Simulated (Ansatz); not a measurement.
Si

```cif
data_structure
_symmetry_space_group_name_H-M 'P 1'
_symmetry_Int_Tables_number 1
_cell_length_a 4.7900
_cell_length_b 4.7900
_cell_length_c 2.6594
_cell_angle_alpha 89.939
_cell_angle_beta 89.939
_cell_angle_gamma 89.917
_cell_volume 61.02
loop_
_atom_site_label
_atom_site_type_symbol
_atom_site_fract_x
_atom_site_fract_y
_atom_site_fract_z
_atom_site_occupancy
Si1 Si 0.00000 0.00002 0.99999 1
Si2 Si 0.50000 0.50002 0.49999 1
Si3 Si 0.00002 0.50000 0.24999 1
Si4 Si 0.50002 0.00000 0.74999 1
```

Space group I4₁/amd; set up as Si, beta-Sn type; a generated structure, not necessarily the stable one.

Level of theory: DFT, r2SCAN, plane waves (500 eV) with PAW, scalar-relativistic (Ansatz 0.2.0).

The density is the valence pseudo-density of a PAW calculation; it isn't the true density close to the nuclei.

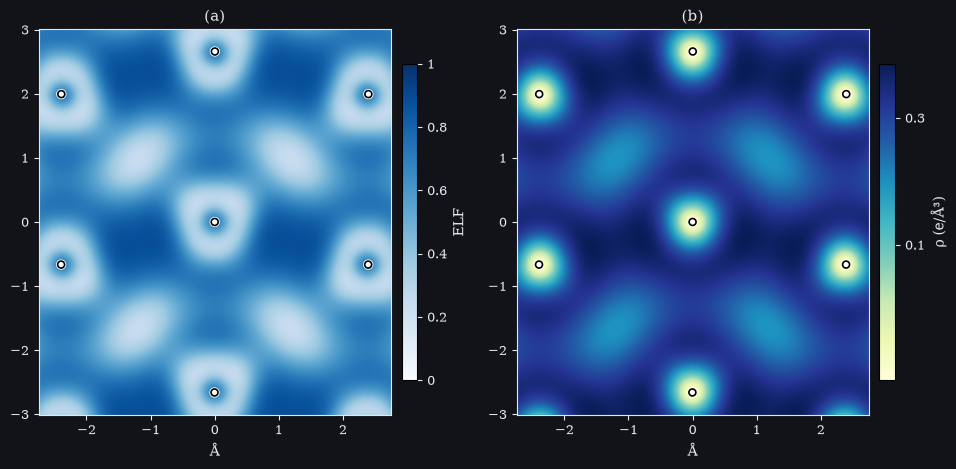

Figure 1. (a) ELF; (b) valence electron density on the (010) plane of the conventional cell. Circles mark the nuclei in the plane (Si).

Q: What do the fields say about this system?

A: Atoms in the plane: Si.
Si–Si (2.49 Å): ρ at the midpoint is about 0.45 e/Å³; the ELF peaks at about 0.90 between the atoms.
Between the atoms the lowest density in this plane is 0.17 e/Å³.

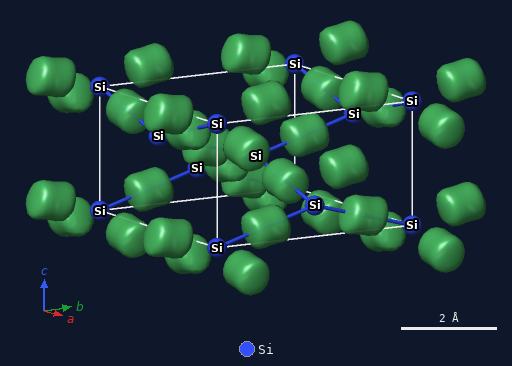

Figure 2. Isosurface of the ELF at 0.8 (green), seen at an oblique angle. Only the valence region is drawn (cores and ρ < 0.01 e/Å³ removed). Sticks mark near contacts.

Q: Identify the bonds, lone pairs and shells in this picture.

A: The ELF exceeds this value in eight regions between bonded Si–Si atoms, counted in one cell of 4 atoms. Any copies at cell faces, edges or corners count once. Along the contacts the grid gives the following. Si–Si (2.48 Å): the ELF peaks at about 0.90 between the atoms.

Q: Does the calculation give a band gap?

A: It is gapless in this calculation (a metal or semimetal).
